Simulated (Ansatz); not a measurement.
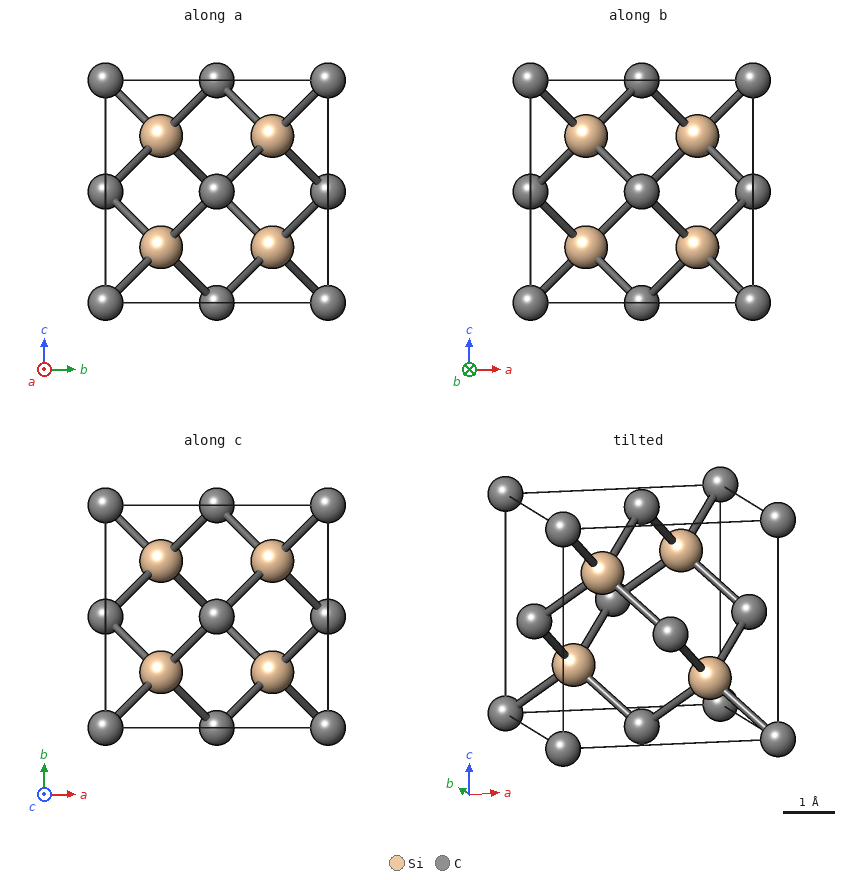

The image is a ball-and-stick drawing of a crystal, viewed along the a axis, along the b axis, along the c axis and slightly off an axis. The box is the conventional unit cell; atoms on or close to its faces, edges and corners are drawn wherever they repeat.

Lattice parameters: a = 4.3797 Å, b = 4.3797 Å, c = 4.3797 Å, α = 90.000°, β = 90.000°, γ = 90.000°.

Transcribe the picture into a CIF with its space group and independent sites.

```cif
data_structure
_symmetry_space_group_name_H-M 'F -4 3 m'
_symmetry_Int_Tables_number 216
_cell_length_a 4.3797
_cell_length_b 4.3797
_cell_length_c 4.3797
_cell_angle_alpha 90.000
_cell_angle_beta 90.000
_cell_angle_gamma 90.000
_cell_volume 84.01
loop_
_atom_site_label
_atom_site_type_symbol
_atom_site_symmetry_multiplicity
_atom_site_Wyckoff_symbol
_atom_site_fract_x
_atom_site_fract_y
_atom_site_fract_z
_atom_site_occupancy
Si1 Si 4 d 0.2500 0.2500 0.7500 1
C1 C 4 a 0.0000 0.5000 0.5000 1
```

Provenance: a structure type filled with these elements by a generator (whether the compound takes this form wasn't checked). A relaxation with Ansatz, DFT PBE, scalar-relativistic, plane waves, PAW gave the geometry drawn.
